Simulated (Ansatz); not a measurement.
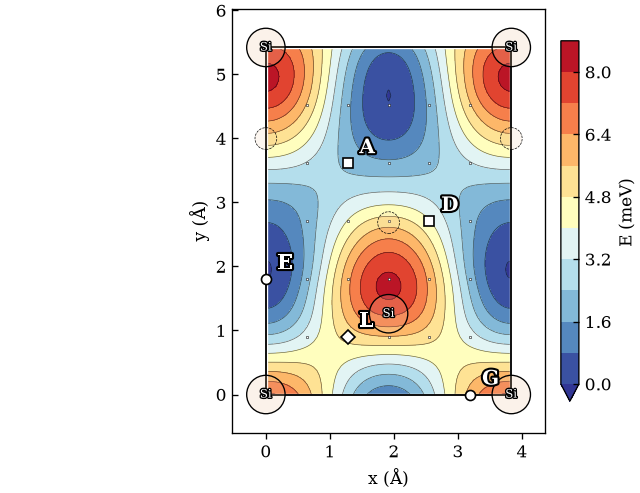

N₂ on a Si(110) slab cut from the Fd-3m phase, its upper half relaxed before the scan (6 atoms of substrate and one adsorbate in a 1 × 1 cell). N2 is moved over the surface cell at a fixed height above a rigid substrate; the origin of the map has the adsorbate above Si5; the height is held at 3.70 Å. Places are given modulo a cell vector. The map is drawn in real space over the plane of the surface. The grid has 6 × 6 points; 24 points were computed and 12 follow by symmetry. Energies: meV, counted from the lowest grid point. With one adsorbate in each 1 × 1 cell, its nearest image is 3.8 Å away, so neighbouring adsorbates interact. At a fixed height the lowest place need not be the adsorption site. Computed with DFT PBE+D3(BJ), scalar-relativistic, plane waves, PAW in Ansatz 0.2.0. Settings: cutoff 420 eV, k-mesh 7×5×1, gaussian smearing 0.05 eV, no spin polarisation.

Drawn: filled contours, dots at the grid points, labelled circles for the atoms of the top layer and small ones for the second layer, the outline of one cell of the plane, lettered points. Between grid points the surface is interpolated.

Is D the lowest point of the computed grid?

Answer. No. D lies 4.0 meV above the lowest grid point, which is at (0/6, 2/6) of the cell vectors.

Rank the lettered points by energy, lowest first.

Answer. E (0.0 meV), A (2.2 meV), D (4.0 meV), L (5.1 meV), G (5.9 meV).

What kind of point is each of D, E: minimum, saddle, maximum or slope?

Answer. D: on a slope; E: minimum. (In these two coordinates alone; a stationary point may lie a little off the grid point.)

PAW datasets: the set soft_1.
